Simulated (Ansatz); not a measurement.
Here is a crystal structure:

```cif
data_structure
_symmetry_space_group_name_H-M 'P 1'
_symmetry_Int_Tables_number 1
_cell_length_a 3.9781
_cell_length_b 3.9781
_cell_length_c 4.6344
_cell_angle_alpha 90.000
_cell_angle_beta 90.000
_cell_angle_gamma 120.000
_cell_volume 63.52
loop_
_atom_site_label
_atom_site_type_symbol
_atom_site_fract_x
_atom_site_fract_y
_atom_site_fract_z
_atom_site_occupancy
Ni1 Ni 0.66667 0.33333 0.25000 1
Ni2 Ni 0.33333 0.66667 0.75000 1
Ni3 Ni 0.00000 0.00000 0.00000 1
Ni4 Ni 0.00000 0.00000 0.50000 1
Ge1 Ge 0.66667 0.33333 0.75000 1
Ge2 Ge 0.33333 0.66667 0.25000 1
```

> Describe what this structure looks like.

Chemical formula Ni₂Ge. The lattice is primitive hexagonal and the space group P6_3/mmc (No. 194). Among the common structure types it is Ni₂In type. Cell content: 4 Ni, 2 Ge, that is 2 formula units. The Ge atoms are each bonded to eleven Ni at 2.30 to 2.57 Å. Ni takes two kinds of site: 2d with six Ni and five Ge (2.57 Å to Ni, 2.30 to 2.32 Å to Ge); 2a with eight Ni and six Ge (2.32 to 2.57 Å to Ni, 2.57 Å to Ge). The bonds build a three-dimensional framework.

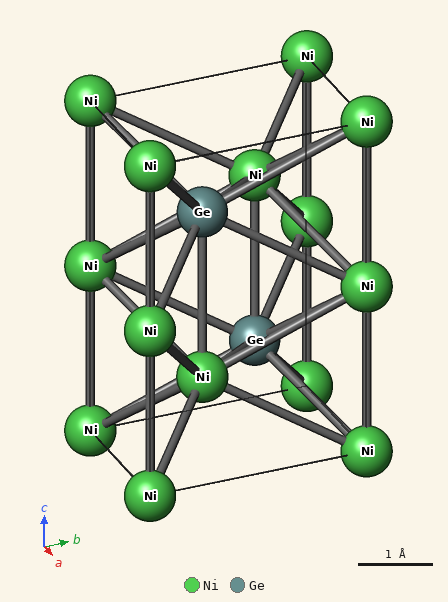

An orthographic ball-and-stick view of the structure, slightly off an axis. One conventional unit cell is outlined, and atoms on its boundary appear in each equivalent place.

The initial geometry was a structure listed in the Materials Project. The cell was then strained or its atoms displaced on purpose. Ansatz was used for an electronic-structure calculation on it.

At this level of theory the run's own cell isn't at rest (compressed, at 20 GPa), so its distances can differ from those at equilibrium, the more so the softer the solid.
